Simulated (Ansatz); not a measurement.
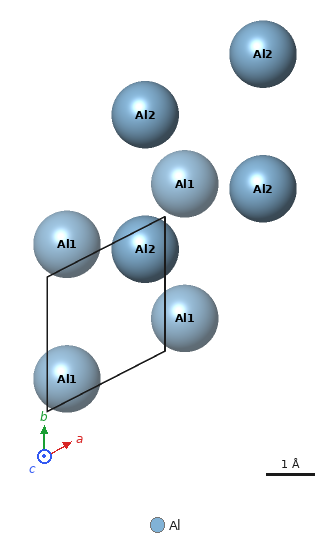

**Figure 1.** The input geometry (spheres-only view of the cell of the calculation, repeated 2 × 2 × 1, along the c axis; atoms are numbered from 1 in the order of the input).

## Run report: Al, geometry relaxation (part 1 of 2)

System: Al (P-1, 2 atoms in the cell).
Method: DFT PBE, scalar-relativistic, plane waves, PAW, no spin polarisation (Ansatz 0.2.0).

The structure was made by a generator, so it may or may not be a known phase. Figures and captions count atoms from 1; the log counts them from 0 in places.

### Input
```yaml
crystal:
  lattice:
    - [2.7996864933, 0.0, 0.0]
    - [1.2995668291, 2.5308371018, 0.0]
    - [0.017169825, 0.039256133, 4.6989323462]
  atoms:
    - { symbol: Al, position: [0.1679317103, 0.1675349644, 0.2499064232] }
    - { symbol: Al, position: [0.8320682897, 0.8324650356, 0.7500935768] }
basis:
  ecutwfc: 420
kpoints:
  mp_grid: { grid: [22, 22, 12] }
hamiltonian:
  xc: pbe
scf:
  occupations: { method: gaussian, width: 0.1 }
output:
  forces: true
  stress: true
  eigenvalues: true
relax:
  adjacent_minimum: "off"
  f_tol: 0.01
  max_steps: 80
  cell: { stress_tol: 0.05 }
```

Launched with:
```bash
ansatz run input.yaml --threads 1 --pin off --max-ram 3072MiB --backend cpu --events-out ev --progress --plain --runs-dir out
```

### Log
```
Engine: ansatz 0.2.0, x86_64-unknown-linux-gnu
Pseudopotentials: kind: paw
Pseudopotential: Al, paw, valence charge 3, recommended cutoff 420 eV (normal), Al.paw.azcp
Functional definition: PBE
  parameter kappa = 0.804
  parameter beta = 0.06672455060314922
  exchange = pbe_x(kappa = kappa, mu = beta*pi^2/3)
  correlation = pbe_c(beta = beta)
Crystal: 2 atoms, lattice volume = 33.295 Å³
Basis set: ecut = 420 eV, 655 PW (Γ), exchange–correlation on 40×40×64 points (8 copies of the dense FFT grid, shifted against one another)
Bands: 7, of which v1, the nominal top of the filled ones, is band 3 counted from 1 (2 counted from 0)
Symmetry: 2 space group operations
Space group: P-1 (ITA 2), of the structure as read, at distance tolerance 3.2e-5 Å
k-points: 2908 of 5808
Non-local potential: Al, projectors of the file, l = 0: 2, l = 1: 2, l = 2: 1
PAW form: soft (Blöchl's): semilocal exchange-correlation on the pseudo side does not see the compensation charge
PAW one-centre angular grid: Al, 110 points (default); XC on 64 Gauss nodes
Initial density: superposition of atomic densities (neutral atoms: chi_scale 0, normalization atom), corrected by the library's trained network
Initial wavefunctions: pseudopotential atomic-orbital guess
Functional: x = pbe(κ = 0.804, μ = 0.2195149727645171), c = pbe(β = 0.06672455060314922)
SCF iter   1: F=—  HF=-1074.934932 eV  |F-HF|=—  |Δ(HF+E_count)|=         —  Δρ=1.85e-3  dr2=1.38e-3  ethr=1.77e-3  ⟨swp⟩=5.1  Hψ=162075  notcnv=0
preconditioner: auto → none  [metal: Δε(μ)=0.001 eV  Ē_g=8.914 eV  σ=0.100 eV  W_gap=0.01  n_scr=2 (ndim 8)  ℏωp=15.8 eV  f_vac=0.000  D(μ)=0.83/eV (n_scr^D=2)  sad-step TF]
SCF iter   2: F=—  HF=-1074.934785 eV  |F-HF|=—  |Δ(HF+E_count)|=   1.47e-4  Δρ=1.14e-3  dr2=5.36e-4  ethr=2.30e-5  ⟨swp⟩=1.0  Hψ=43768  notcnv=0
SCF iter   3: F=—  HF=-1074.934642 eV  |F-HF|=—  |Δ(HF+E_count)|=   1.42e-4  Δρ=3.83e-5  dr2=3.36e-7  ethr=8.94e-6  ⟨swp⟩=1.6  Hψ=23593  notcnv=0
SCF iter   4: F=—  HF=-1074.934684 eV  |F-HF|=—  |Δ(HF+E_count)|=   4.16e-5  Δρ=9.76e-6  dr2=5.09e-8  ethr=5.60e-9  ⟨swp⟩=2.0  Hψ=28655  notcnv=0
iter 5 did not close the SCF: its close was put off for the readings that it lacked (scf_convergence_deferred on its scf_iter line)
SCF iter   5: F=-1074.934684 eV  HF=-1074.934684 eV  |F-HF|=3.49e-8  |Δ(HF+E_count)|=   6.19e-9  Δρ=5.32e-6  dr2=4.22e-8  ethr=8.49e-10  ⟨swp⟩=2.0  Hψ=25105  notcnv=0
SCF iter   6: F=-1074.934684 eV  HF=-1074.934684 eV  |F-HF|=2.21e-11  |Δ(HF+E_count)|=   1.20e-8  Δρ=1.25e-6  dr2=3.75e-10  ethr=7.03e-10  ⟨swp⟩=2.7  Hψ=72072  notcnv=0
SCF 1 converged in 6 iterations: F = -1074.934684 eV  dr2 = 3.75e-10
  greatest PAW one-centre occupation: 0.454 electrons in one spin orbital (limit 2), on the Al atom at site 1 (counted from 0), in its partial waves of l = 0
relax step   1: F+E_penalty+E_count = -1074.93468397 eV  Δ(F+E_penalty+E_count) = +0.000e0 eV  max|allowed force component| = 3.320e-3 eV/Å  Δτ_max = 0.0000 Å  P = +0.144 GPa  Ω = 33.295 Å³  (6 SCF iters, dr2 threshold 1.00e-7 eV, accepted)
Crystal: 2 atoms, lattice volume = 33.285 Å³
Basis set: ecut = 420 eV, 659 PW (Γ), exchange–correlation on 40×40×64 points (8 copies of the dense FFT grid, shifted against one another)
Initial density: handed on by an earlier stage of this run
Initial wavefunctions: those handed on with the density
iter 1 solved again at ethr=6.88e-6 eV; its pass at ethr=3.10e-3 eV (dr2=4.13e-4 eV) is discarded
SCF iter   1: F=—  HF=-1074.940902 eV  |F-HF|=—  |Δ(HF+E_count)|=         —  Δρ=9.89e-4  dr2=4.08e-4  ethr=6.88e-6  ⟨swp⟩=1.9  Hψ=187059  notcnv=0
preconditioner: auto → none  [metal: Δε(μ)=0.006 eV  Ē_g=8.919 eV  σ=0.100 eV  W_gap=0.03  n_scr=2 (ndim 8)  ℏωp=15.8 eV  f_vac=0.000  D(μ)=0.89/eV (n_scr^D=2)]
SCF iter   2: F=—  HF=-1074.940795 eV  |F-HF|=—  |Δ(HF+E_count)|=   1.07e-4  Δρ=3.93e-4  dr2=6.17e-5  ethr=6.81e-6  ⟨swp⟩=1.0  Hψ=20359  notcnv=0
SCF iter   3: F=—  HF=-1074.940807 eV  |F-HF|=—  |Δ(HF+E_count)|=   1.14e-5  Δρ=2.97e-5  dr2=6.65e-7  ethr=1.03e-6  ⟨swp⟩=1.5  Hψ=23494  notcnv=0
SCF iter   4: F=-1074.940806 eV  HF=-1074.940807 eV  |F-HF|=1.25e-7  |Δ(HF+E_count)|=   6.51e-8  Δρ=1.52e-5  dr2=1.83e-7  ethr=3.33e-9  ⟨swp⟩=5.1  Hψ=102550  notcnv=0
SCF 2 converged in 4 iterations: F = -1074.940806 eV  dr2 = 1.83e-7
relax step   2: F+E_penalty+E_count = -1074.94080641 eV  Δ(F+E_penalty+E_count) = -6.122e-3 eV  max|allowed force component| = 5.786e-3 eV/Å  Δτ_max = 0.0062 Å  P = +0.055 GPa  Ω = 33.285 Å³  energy of the carried Pulay correction = -1.311e-5 eV  (4 SCF iters, dr2 threshold 2.00e-7 eV, accepted)
Crystal: 2 atoms, lattice volume = 33.204 Å³
Basis set: ecut = 420 eV, 651 PW (Γ), exchange–correlation on 40×40×64 points (8 copies of the dense FFT grid, shifted against one another)
iter 1 solved again at ethr=1.60e-5 eV; its pass at ethr=3.10e-3 eV (dr2=9.59e-4 eV) is discarded
SCF iter   1: F=—  HF=-1074.943278 eV  |F-HF|=—  |Δ(HF+E_count)|=         —  Δρ=1.53e-3  dr2=9.68e-4  ethr=1.60e-5  ⟨swp⟩=1.0  Hψ=187145  notcnv=0
preconditioner: auto → none  [metal: Δε(μ)=0.001 eV  Ē_g=8.943 eV  σ=0.100 eV  W_gap=0.00  n_scr=2 (ndim 8)  ℏωp=15.8 eV  f_vac=0.000  D(μ)=0.80/eV (n_scr^D=2)]
SCF iter   2: F=—  HF=-1074.943043 eV  |F-HF|=—  |Δ(HF+E_count)|=   2.36e-4  Δρ=6.32e-4  dr2=1.63e-4  ethr=1.60e-5  ⟨swp⟩=1.0  Hψ=20365  notcnv=0
SCF iter   3: F=—  HF=-1074.943034 eV  |F-HF|=—  |Δ(HF+E_count)|=   9.13e-6  Δρ=2.03e-4  dr2=6.27e-5  ethr=2.71e-6  ⟨swp⟩=2.0  Hψ=25512  notcnv=0
SCF iter   4: F=—  HF=-1074.943016 eV  |F-HF|=—  |Δ(HF+E_count)|=   1.75e-5  Δρ=3.22e-5  dr2=2.73e-7  ethr=1.05e-6  ⟨swp⟩=1.9  Hψ=24749  notcnv=0
SCF iter   5: F=-1074.943016 eV  HF=-1074.943016 eV  |F-HF|=8.54e-10  |Δ(HF+E_count)|=   3.38e-8  Δρ=2.59e-6  dr2=2.65e-9  ethr=3.33e-9  ⟨swp⟩=4.9  Hψ=96965  notcnv=0
SCF 3 converged in 5 iterations: F = -1074.943016 eV  dr2 = 2.65e-9
relax step   3: F+E_penalty+E_count = -1074.94301613 eV  Δ(F+E_penalty+E_count) = -2.210e-3 eV  max|allowed force component| = 1.903e-2 eV/Å  Δτ_max = 0.0045 Å  P = +0.205 GPa  Ω = 33.204 Å³  energy of the carried Pulay correction = +2.894e-6 eV  (5 SCF iters, dr2 threshold 2.00e-7 eV, accepted)
Crystal: 2 atoms, lattice volume = 33.322 Å³
Basis set: ecut = 420 eV, 653 PW (Γ), exchange–correlation on 40×40×64 points (8 copies of the dense FFT grid, shifted against one another)
iter 1 solved again at ethr=3.88e-6 eV; its pass at ethr=3.10e-3 eV (dr2=2.33e-4 eV) is discarded
SCF iter   1: F=—  HF=-1074.943543 eV  |F-HF|=—  |Δ(HF+E_count)|=         —  Δρ=6.79e-4  dr2=2.31e-4  ethr=3.88e-6  ⟨swp⟩=2.1  Hψ=185113  notcnv=0
preconditioner: auto → none  [metal: Δε(μ)=0.002 eV  Ē_g=8.916 eV  σ=0.100 eV  W_gap=0.01  n_scr=2 (ndim 8)  ℏωp=15.8 eV  f_vac=0.000  D(μ)=0.79/eV (n_scr^D=2)]
SCF iter   2: F=—  HF=-1074.943484 eV  |F-HF|=—  |Δ(HF+E_count)|=   5.93e-5  Δρ=2.78e-4  dr2=4.08e-5  ethr=3.84e-6  ⟨swp⟩=1.6  Hψ=24348  notcnv=0
SCF iter   3: F=—  HF=-1074.943500 eV  |F-HF|=—  |Δ(HF+E_count)|=   1.63e-5  Δρ=1.08e-4  dr2=9.15e-6  ethr=6.80e-7  ⟨swp⟩=2.0  Hψ=25043  notcnv=0
SCF iter   4: F=-1074.943498 eV  HF=-1074.943498 eV  |F-HF|=5.11e-9  |Δ(HF+E_count)|=   2.60e-6  Δρ=1.25e-5  dr2=3.83e-8  ethr=3.33e-9  ⟨swp⟩=3.5  Hψ=84081  notcnv=0
SCF 4 converged in 4 iterations: F = -1074.943498 eV  dr2 = 3.83e-8
relax step   4: F+E_penalty+E_count = -1074.94349764 eV  Δ(F+E_penalty+E_count) = -4.815e-4 eV  max|allowed force component| = 2.111e-3 eV/Å  Δτ_max = 0.0042 Å  P = -0.095 GPa  Ω = 33.322 Å³  energy of the carried Pulay correction = -4.809e-5 eV  (4 SCF iters, dr2 threshold 2.00e-7 eV, accepted)
Crystal: 2 atoms, lattice volume = 33.286 Å³
iter 1 solved again at ethr=4.66e-7 eV; its pass at ethr=3.10e-3 eV (dr2=2.80e-5 eV) is discarded
SCF iter   1: F=—  HF=-1074.943621 eV  |F-HF|=—  |Δ(HF+E_count)|=         —  Δρ=2.62e-4  dr2=2.75e-5  ethr=4.66e-7  ⟨swp⟩=2.2  Hψ=178728  notcnv=0
preconditioner: auto → none  [metal: Δε(μ)=0.000 eV  Ē_g=8.926 eV  σ=0.100 eV  W_gap=0.00  n_scr=2 (ndim 8)  ℏωp=15.8 eV  f_vac=0.000  D(μ)=0.76/eV (n_scr^D=2)]
SCF iter   2: F=—  HF=-1074.943636 eV  |F-HF|=—  |Δ(HF+E_count)|=   1.49e-5  Δρ=1.08e-4  dr2=4.56e-6  ethr=4.59e-7  ⟨swp⟩=1.0  Hψ=20356  notcnv=0
SCF iter   3: F=—  HF=-1074.943634 eV  |F-HF|=—  |Δ(HF+E_count)|=   1.21e-6  Δρ=1.47e-5  dr2=3.10e-7  ethr=7.59e-8  ⟨swp⟩=1.4  Hψ=23621  notcnv=0
SCF iter   4: F=-1074.943634 eV  HF=-1074.943634 eV  |F-HF|=6.42e-10  |Δ(HF+E_count)|=   8.39e-8  Δρ=5.20e-6  dr2=7.46e-9  ethr=2.61e-9  ⟨swp⟩=4.1  Hψ=57270  notcnv=0
SCF 5 converged in 4 iterations: F = -1074.943634 eV  dr2 = 7.46e-9
relax step   5: F+E_penalty+E_count = -1074.94363426 eV  Δ(F+E_penalty+E_count) = -1.366e-4 eV  max|allowed force component| = 4.063e-4 eV/Å  Δτ_max = 0.0014 Å  P = -0.004 GPa  Ω = 33.286 Å³  energy of the carried Pulay correction = -3.255e-5 eV  (4 SCF iters, dr2 threshold 1.56e-7 eV, accepted)
Initial wavefunctions: pseudopotential atomic-orbital guess (no wavefunctions were taken with the density)
iter 1 solved again at ethr=4.26e-9 eV; its pass at ethr=3.10e-3 eV (dr2=2.56e-7 eV) is discarded
SCF iter   1: F=—  HF=-1074.943798 eV  |F-HF|=—  |Δ(HF+E_count)|=         —  Δρ=3.72e-5  dr2=5.07e-8  ethr=4.26e-9  ⟨swp⟩=3.1  Hψ=224615  notcnv=0
SCF iter   2: F=—  HF=-1074.943821 eV  |F-HF|=—  |Δ(HF+E_count)|=   2.22e-5  Δρ=1.88e-5  dr2=1.18e-8  ethr=8.45e-10  ⟨swp⟩=2.0  Hψ=29218  notcnv=0
SCF iter   3: F=—  HF=-1074.943821 eV  |F-HF|=—  |Δ(HF+E_count)|=   1.21e-7  Δρ=3.53e-6  dr2=1.93e-9  ethr=1.97e-10  ⟨swp⟩=2.5  Hψ=28478  notcnv=0
SCF iter   4: F=—  HF=-1074.943821 eV  |F-HF|=—  |Δ(HF+E_count)|=   3.69e-9  Δρ=7.13e-7  dr2=4.81e-10  ethr=3.22e-11  ⟨swp⟩=2.0  Hψ=25585  notcnv=0
SCF iter   5: F=—  HF=-1074.943821 eV  |F-HF|=—  |Δ(HF+E_count)|=  9.82e-11  Δρ=2.79e-7  dr2=2.33e-11  ethr=8.01e-12  ⟨swp⟩=1.8  Hψ=24560  notcnv=0
SCF iter   6: F=-1074.943821 eV  HF=-1074.943821 eV  |F-HF|=0.00e0  |Δ(HF+E_count)|=  1.14e-12  Δρ=2.60e-8  dr2=2.33e-13  ethr=1.00e-12  ⟨swp⟩=4.5  Hψ=60153  notcnv=0
SCF 6 converged in 6 iterations: F = -1074.943821 eV  dr2 = 2.33e-13
relax step   6: F+E_penalty+E_count = -1074.94382069 eV  Δ(F+E_penalty+E_count) = -1.864e-4 eV  max|allowed force component| = 4.905e-4 eV/Å  Δτ_max = 0.0000 Å  P = +0.006 GPa  Ω = 33.286 Å³  stress off target by 5.56e-2 GPa  SCF on the basis re-selected at this cell (its energy is not comparable with the rows above)  (6 SCF iters)
basis re-selected at this cell: Δ(F+E_penalty+E_count) = -1.864e-4 eV, ΔP = +0.009 GPa vs the last step (what re-selecting the basis moved, of the pressure what is left beyond the Pulay correction that the steps carried, after the strain that the cell walked since its last selection, with what the two solves' SCF thresholds leave and, on support functions, any second-order correction that the steps lacked; it is no measure of the basis error at this ecutwfc). This SCF's stress stands 5.56e-2 GPa from its target on what of the cell is left free (relax.cell.stress_tol is 5.00e-2 GPa) and its largest allowed force component is 4.91e-4 eV/Å (relax.f_tol is 1.00e-2 eV/Å): not within both, so this SCF does not close the relaxation
Crystal: 2 atoms, lattice volume = 33.288 Å³
iter 1 solved again at ethr=2.12e-8 eV; its pass at ethr=3.10e-3 eV (dr2=1.27e-6 eV) is discarded
SCF iter   1: F=—  HF=-1074.943803 eV  |F-HF|=—  |Δ(HF+E_count)|=         —  Δρ=5.62e-5  dr2=1.25e-6  ethr=2.12e-8  ⟨swp⟩=2.3  Hψ=178070  notcnv=0
preconditioner: auto → none  [metal: Δε(μ)=0.011 eV  Ē_g=8.926 eV  σ=0.100 eV  W_gap=0.06  n_scr=2 (ndim 8)  ℏωp=15.8 eV  f_vac=0.000  D(μ)=0.76/eV (n_scr^D=2)]
SCF iter   2: F=—  HF=-1074.943825 eV  |F-HF|=—  |Δ(HF+E_count)|=   2.22e-5  Δρ=2.20e-5  dr2=1.82e-7  ethr=2.09e-8  ⟨swp⟩=2.0  Hψ=28558  notcnv=0
SCF iter   3: F=-1074.943825 eV  HF=-1074.943825 eV  |F-HF|=5.02e-9  |Δ(HF+E_count)|=   4.36e-8  Δρ=2.67e-6  dr2=6.86e-9  ethr=1.29e-10  ⟨swp⟩=3.1  Hψ=69627  notcnv=0
SCF 7 converged in 3 iterations: F = -1074.943825 eV  dr2 = 6.86e-9
```
